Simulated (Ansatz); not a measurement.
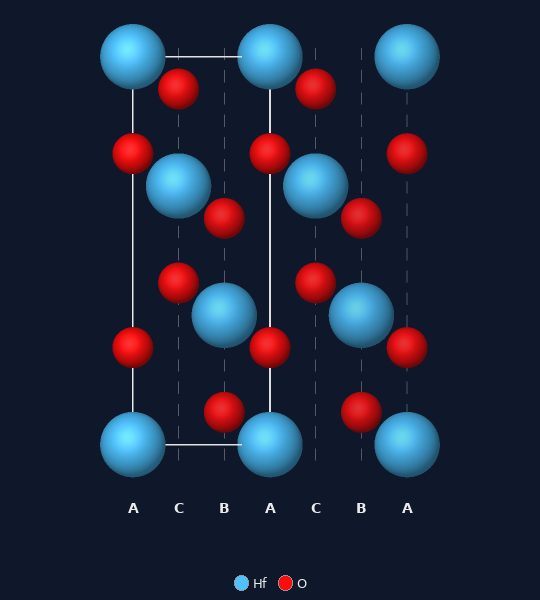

The picture looks along a close-packed row of the hexagonal mesh; [111] points upwards. The dashed lines mark the three columns A (0, 0), B (1/3, 2/3) and C (2/3, 1/3). The box is the hexagonal cell of the face-centred cubic lattice. The sequence starts with the first layer at or above the cell's origin.

System HfO2; source of the atomic positions: a calculation's input that goes back to an entry of the Crystallography Open Database (an earlier step may have relaxed or displaced it).

### Read off the stacking sequence over one period.

Hf(A) – O(B) – O(A) – Hf(B) – O(C) – O(B) – Hf(C) – O(A) – O(C) (nine layers in 8.76 Å).
